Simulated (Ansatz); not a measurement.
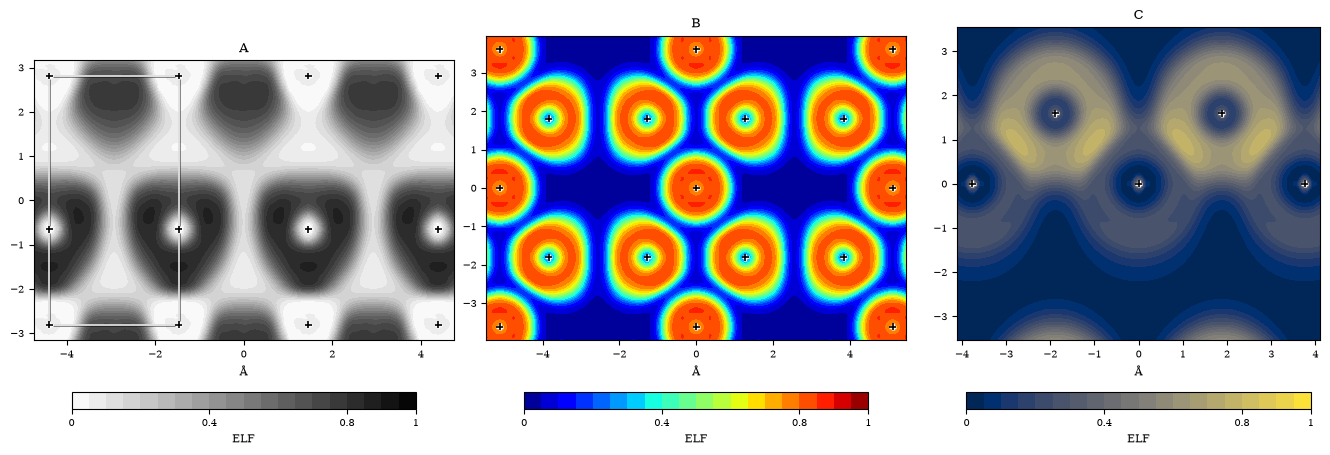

The electron localisation function of 3 systems, each on a plane through atoms (crosses mark nuclei in the plane).

The calculation used DFT PBE, scalar-relativistic, plane waves, PAW in Ansatz.

System 1: GaAs, the (100) plane of the conventional cell. Space group I-4m2; computed pressure about 3 GPa in this cell.

```
Ga As
1.0
     2.66017    2.66017    0.00000
    -2.66017    2.66017    0.00000
     0.00000    0.00000    6.38440
Ga As
2 2
Direct
  0.00000 0.00000 0.00000
  0.50000 0.50000 0.50000
  0.00000 0.50000 0.25000
  0.50000 0.00000 0.75000
```

System 2: HfO$_{2}$, the (110) plane of the conventional cell. Space group Fm-3m; computed pressure about −2 GPa in this cell.

```xyz
12
Lattice="5.1150 0.0000 0.0000 0.0000 5.1150 0.0000 0.0000 0.0000 5.1150" Properties=species:S:1:pos:R:3 pbc="T T T"
Hf    0.0000    0.0000    0.0000
Hf    2.5575    2.5575    0.0000
Hf    2.5575    0.0000    2.5575
Hf    0.0000    2.5575    2.5575
O     1.2788    1.2788    1.2788
O     3.8363    3.8363    1.2788
O     3.8363    1.2788    3.8363
O     1.2788    3.8363    3.8363
O     3.8363    1.2788    1.2788
O     1.2788    3.8363    1.2788
O     1.2788    1.2788    3.8363
O     3.8363    3.8363    3.8363
```

System 3: AlN, the (010) plane of the conventional cell. Space group P6₃mc; not relaxed (largest force 1.0 eV/Å); computed pressure about 15 GPa in this cell.

Question: Which map belongs to which system?

Answer: Panel A is system 3, AlN: the plane holds Al and N. Panel B is system 2, HfO$_{2}$: the plane holds Hf and O. Hf–O (2.21 Å): the ELF peaks at about 0.85 in the valence shell of O, 0.6 Å from its nucleus, and drops to about 0.15 between the two atoms (no shared electron pair shows on this line). Panel C is system 1, GaAs: the plane holds Ga and As. Ga–As (2.47 Å): the ELF peaks at about 0.80 between the atoms.
